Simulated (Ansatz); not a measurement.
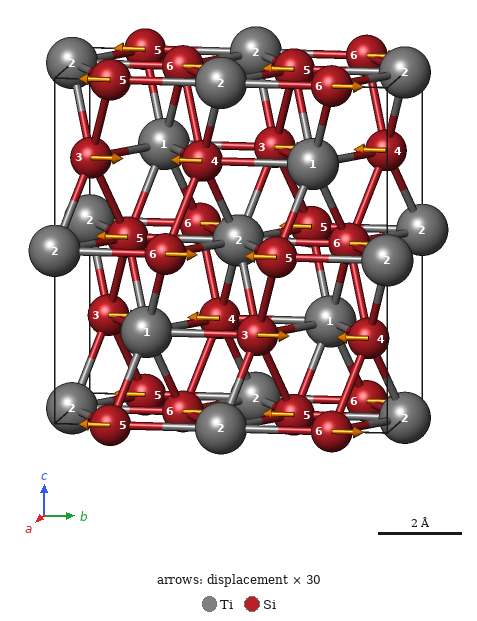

A relaxation of crystalline TiSi$_{2}$ (set up in Fddd). The starting structure is drawn; orange arrows show the displacements, magnified 30 times.

Style: ball-and-stick. Shown: the conventional cell (4 times the calculation's cell), slightly off an axis. Lengths and directions refer to the drawn axes.

Case: the database's cell, atoms relaxed.

Method: Ansatz 0.2.0, DFT PBEsol, scalar-relativistic, plane waves, PAW. (plane-wave cutoff 420 eV; k-point mesh 10 × 10 × 10; occupations gaussian; smearing width 0.1 eV; no spin polarisation; atoms relaxed in a fixed cell; force threshold 0.01 eV/Å; at most 40 steps)

### What happened in the run?

After 2 accepted moves (3 points after the start) the energy has fallen by 9.2 meV per cell of the calculation. The largest force component goes from 0.17 to under 0.0001 eV/Å. 1 step only repeated the SCF at the same geometry. The largest moves, 0.027 Å, are those of Si3, Si4, Si5 and Si6. Si3 goes along +b. Ti stays in place. The cell doesn't change. Some distances before and after: Ti1–Si3 2.743 → 2.769 Å, Si3–Si5 2.538 → 2.524 Å, Ti1–Si3 (another image) 2.754 → 2.741 Å, Ti1–Si5 2.536 → 2.543 Å. The space group stays Fddd (No. 70).
